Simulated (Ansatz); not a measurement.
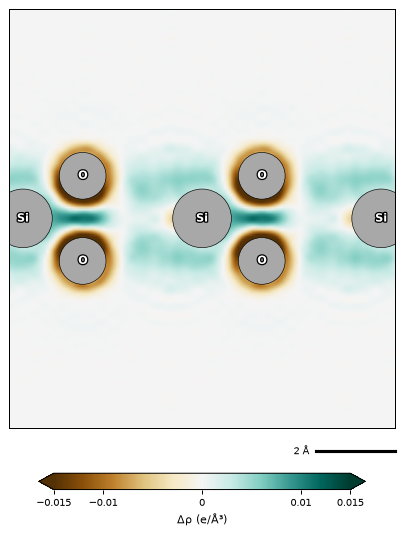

SiO$_{2}$ (slab). Difference of the valence pseudo-densities of two functionals at the same geometry, on the (110) plane of the calculation cell, a cut from vacuum to vacuum: one of LC_WPBE and r2SCANH less the other.

Both computed with Ansatz (plane waves, PAW), on the same k-point mesh. Grey discs cover the atomic cores.

Question: Which was subtracted from which, and what does the map show?

Answer: It is LC_WPBE less r2SCANH. Against r2SCANH, LC_WPBE gives less density around O (−0.008 e/Å³ on average at 0.7 Å from the nucleus).
